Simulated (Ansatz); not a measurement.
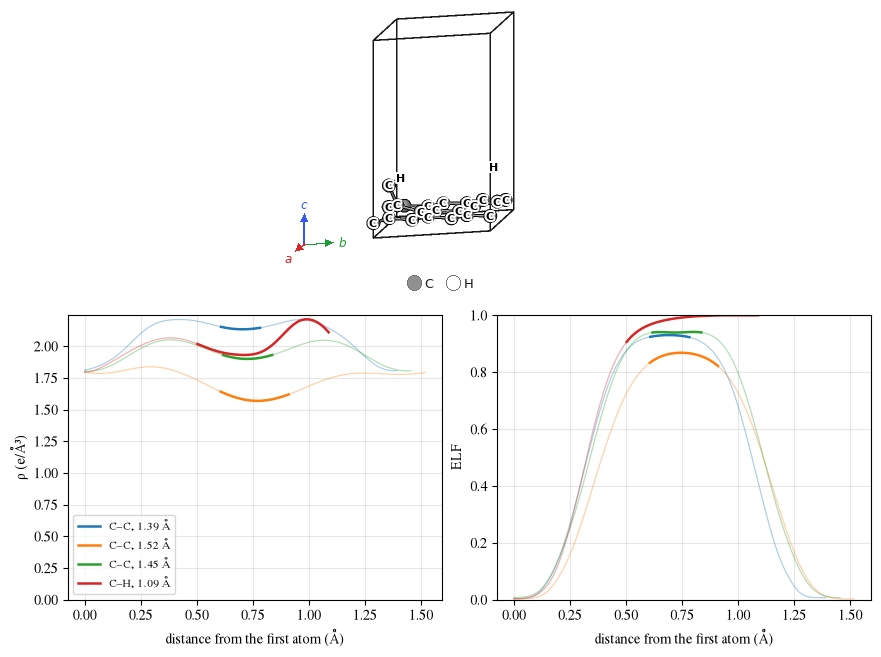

H2C19 (slab). Valence pseudo-density and electron localisation function along straight lines between neighbouring atoms. Thin, pale parts lie inside the atomic spheres. The structure is drawn too.

These are results of Ansatz 0.2.0, DFT PBE, scalar-relativistic, plane waves, PAW, not measurements.

In a PAW calculation such maps are meaningful between the atoms, not at the nuclei.

Input

```
crystal:
  lattice:
    - [7.398, 0.0, 0.0]
    - [-3.699, 6.406856, 0.0]
    - [0.0, 0.0, 12.0]
  atoms:
    - { symbol: C, position: [0.0, 0.0, 0.08333333] }
    - { symbol: C, position: [0.22222222, 0.11111111, 0.08333333] }
    - { symbol: C, position: [0.0, 0.33333333, 0.08333333] }
    - { symbol: C, position: [0.22222222, 0.44444444, 0.08333333] }
    - { symbol: C, position: [0.0, 0.66666666, 0.08333333] }
    - { symbol: C, position: [0.22222222, 0.77777777, 0.08333333] }
    - { symbol: C, position: [0.33333333, 0.0, 0.08333333] }
    - { symbol: C, position: [0.55555556, 0.11111111, 0.08333333] }
    - { symbol: C, position: [0.33333333, 0.33333333, 0.08333333] }
    - { symbol: C, position: [0.55555555, 0.44444444, 0.08333333] }
    - { symbol: C, position: [0.33333333, 0.66666666, 0.08333333] }
    - { symbol: C, position: [0.55555555, 0.77777777, 0.08333333] }
    - { symbol: C, position: [0.66666667, 0.0, 0.08333333] }
    - { symbol: C, position: [0.88888889, 0.11111111, 0.08333333] }
    - { symbol: C, position: [0.66666667, 0.33333333, 0.08333333] }
    - { symbol: C, position: [0.88888889, 0.44444444, 0.08333333] }
    - { symbol: C, position: [0.66666666, 0.66666666, 0.08333333] }
    - { symbol: C, position: [0.88888889, 0.77777777, 0.08333333] }
    - { symbol: C, position: [0.51851851, 1.03703703, 0.2075] }
    - { symbol: H, position: [0.61838432, 1.17252654, 0.2575] }
    - { symbol: H, position: [0.41865271, 0.90154752, 0.2575] }
basis:
  ecutwfc: 420.0
kpoints:
  mp_grid: { grid: [2, 2, 1] }
hamiltonian:
  xc: pbe
scf:
  occupations: { method: gaussian, width: 0.05 }
  lower_state_search: "off"
relax:
  f_tol: 0.03
  max_steps: 60
  adjacent_minimum: "off"
output:
  write_density: true
  write_potential: true
  elf: true
  volumetric_format: npy
```

Command:

```sh
ansatz run input.yaml --threads 1 --pin off --max-ram 3072MiB --backend cpu --events-out ev --progress --plain --runs-dir out
```

The fields are those of the relaxed geometry.

### Compare the contacts.

C–C (1.39 Å): ρ at the midpoint is about 2.1 e/Å³; the ELF peaks at about 0.95 between the atoms; a covalent bond.
C–C (1.52 Å): ρ is about 1.6 e/Å³ halfway; the ELF peaks at about 0.85 between the atoms; a covalent bond.
C–C (1.45 Å): ρ at the midpoint is about 1.9 e/Å³; the ELF peaks at about 0.95 between the atoms, as expected for a covalent bond.
C–H (1.09 Å): the density is about 2 e/Å³ at the midpoint; the ELF climbs to about 1 towards the hydrogen, as it does in any bond to H; an ordinary covalent bond to hydrogen.
